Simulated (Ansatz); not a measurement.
System PtSe2 (space group P-3m1, No. 164); source of the atomic positions: a calculation's input that goes back to an entry of the Crystallography Open Database (an earlier step may have relaxed or displaced it).

```
CELL_PARAMETERS angstrom
3.72866 0.00000 0.00000
-1.86433 3.22911 0.00000
0.00000 0.00000 5.27703
ATOMIC_POSITIONS crystal
Pt 0.00000 0.00000 0.00000
Se 0.33333 0.66667 0.24622
Se 0.66667 0.33333 0.75378
```

Describe the stacking along c, naming the columns A, B, C as they first turn up.

Pt(A) – Se(B) – Se(C) (three layers in 5.28 Å).

Se layers alone: BC, the hexagonal close-packed type.

Pt: one octahedral site (per hexagonal cell). One of the two gaps between Se layers is empty, 2.68 Å wide.

Polytype symbol 1T, the symbol of a layered MX2 polytype (number of slabs in the repeat and lattice).

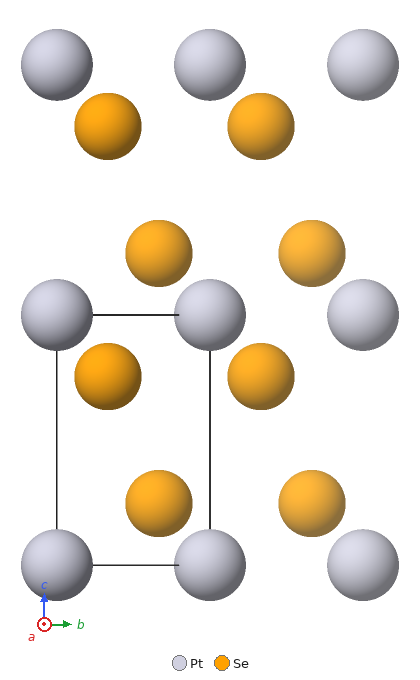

Projection along an edge of the hexagonal mesh, stacking direction c upwards. Every atom sits on one of the three columns of the mesh; call them A, B, C in the order in which they first turn up. The sequence starts with the first layer at or above the cell's origin.
